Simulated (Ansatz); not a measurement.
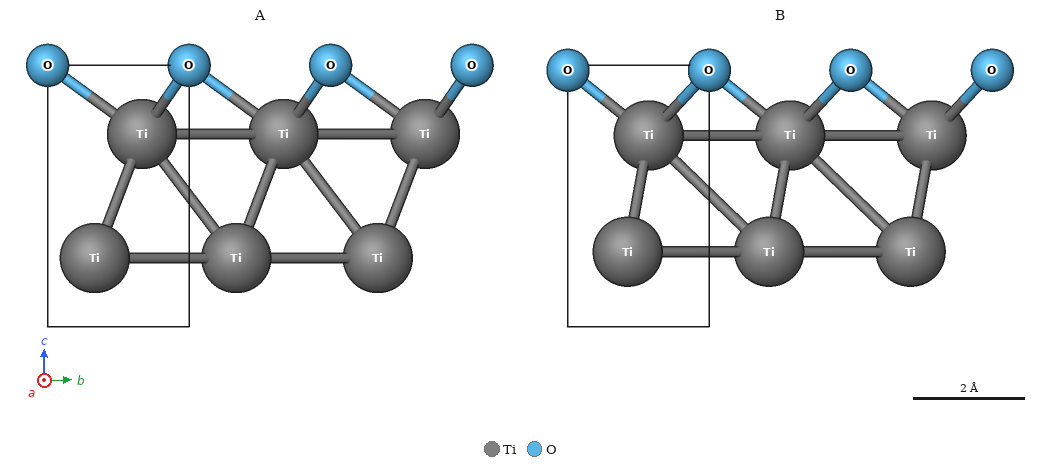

Two geometries of crystalline Ti2O (set up in P1), drawn at one scale. One is the start of a relaxation, the other its converged end. The picture is a ball-and-stick view of the cell of the calculation, repeated 1 × 3 × 1 with one cell outlined, seen along the a axis.

All numbers below come from DFT PBEsol, scalar-relativistic, plane waves, PAW (Ansatz). Set-up: plane-wave cutoff 420 eV; k-point mesh 12 × 12 × 8; occupations gaussian; smearing width 0.15 eV; no spin polarisation; cell and atoms relaxed; force threshold 0.01 eV/Å; at most 80 steps.

Which of the two is the end point?

Answer. Structure A is the relaxed one. Case: all atoms moved at random, sigma 0.15 Å for each component; relaxed back. The atom that moves furthest relative to the cell is a Ti atom (0.26 Å roughly along [−1 −3 −1]). By element the largest moves are Ti 0.26 Å, O 0.10 Å. The drawn cell changes at constant volume: a = b unchanged at 2.953 Å, c unchanged at 4.724 Å. Among the contacts that change: Ti–Ti 3.409 → 3.011 Å, O–Ti 2.365 → 2.109 Å, O–Ti 1.877 → 2.109 Å, Ti–Ti 2.590 → 2.818 Å. Bond angles that change, for instance: Ti–O–Ti 78.6° → 88.9°, Ti–O–Ti 100.3° → 91.1°, Ti–O–Ti 172.8° → 180.0°. The space group (tolerance 0.01 Å) goes from P1 (No. 1) to P-3m1 (No. 164). After 5 accepted moves (6 points after the start) the energy has fallen by 150 meV per atom. The largest force component goes from 2.1 to 0.0054 eV/Å. The pressure goes from 5.51 to −0.03 GPa. The SCF was repeated once at an unchanged geometry on a basis and grid sized afresh for the cell, which shifted the energy by less than 0.05 meV per atom at most.
